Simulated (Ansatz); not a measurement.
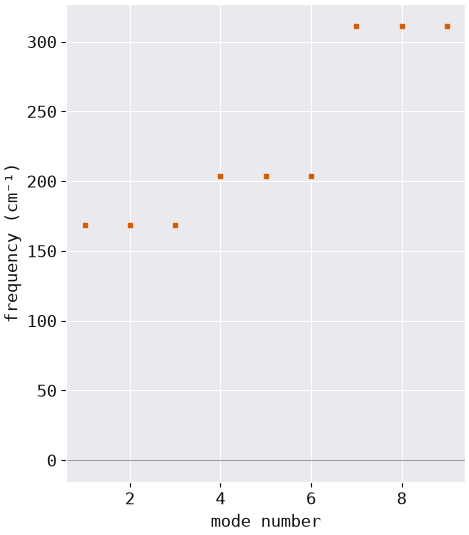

The plot gives the computed zone-centre optical phonon frequencies (the three acoustic modes are left out).

How it was computed, with Ansatz 0.2.0: harmonic phonon frequencies at the zone centre with atoms at rest in the given cell, without the long-range term of polar modes, the three translations left out, imaginary frequencies are negative; plane waves with PAW datasets, Γ-centred k mesh. Level: LDA, no spin polarisation.

> For which of these solids was it computed?
A. C, Fmmm (No. 69), 8.7 Å³/atom
B. ScAl₂, Fd-3m (No. 227), 17.3 Å³/atom
C. AlCu₃, Pm-3m (No. 221), 11.6 Å³/atom

C, AlCu₃: modes from 168.4 to 311.4 cm⁻¹. The others give: C, modes from 885.7 to 1614.9 cm⁻¹; ScAl₂, modes from 159.6 to 482.1 cm⁻¹.

For AlCu₃, limits of the calculation: metal sensitive to the k mesh.

For C, limits of the calculation: a crossing between the sampled k points may be missed.

For ScAl₂, limits of the calculation: metal sensitive to the k mesh.
